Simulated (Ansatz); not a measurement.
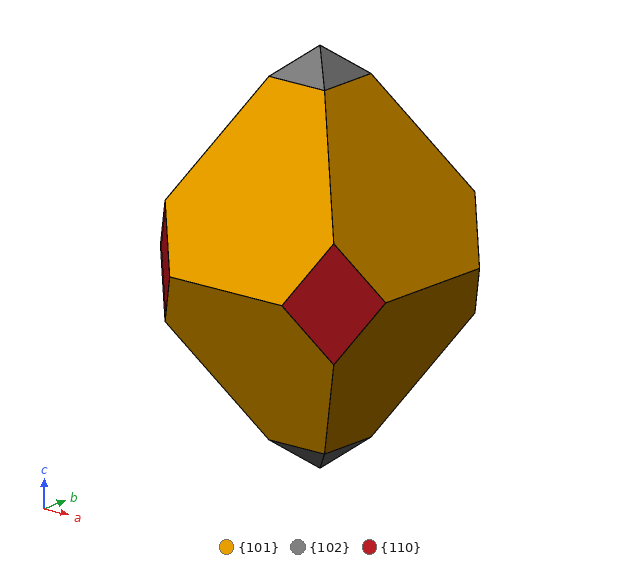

Se, space group P4_12_12 (No. 92), a = 3.818 Å, b = 3.818 Å, c = 6.593 Å, α = 90.00°, β = 90.00°, γ = 90.00°. The shape was computed with the Donnay–Harker form of the Bravais–Friedel law: planes with larger spacing d grow more slowly and so show as larger faces; centring, glide planes and screw axes halve or divide d. Source: the geometry relaxed with DFT PBE, scalar-relativistic, plane waves, PAW (Ansatz); the starting structure was generated, so it need not be a known form of this composition. Forms under 0.4 % of the area are left out. Forms are taken in the Laue class: a face and its opposite count as one form.

> Which form makes up most of the surface, and how much?

{101}, with 8 faces and about 87 % of the area; its spacing is d = 3.304 Å.

> How many faces does the whole crystal have, by form?

20 faces: 8 of {101}, 4 of {110} and 8 of {102}.

> List the forms with their spacings and shares.

```
 form  faces  d (Å)  share of area (%)
{101}      8  3.304               87.4
{110}      4  2.699                8.3
{102}      8  2.495                4.3
```
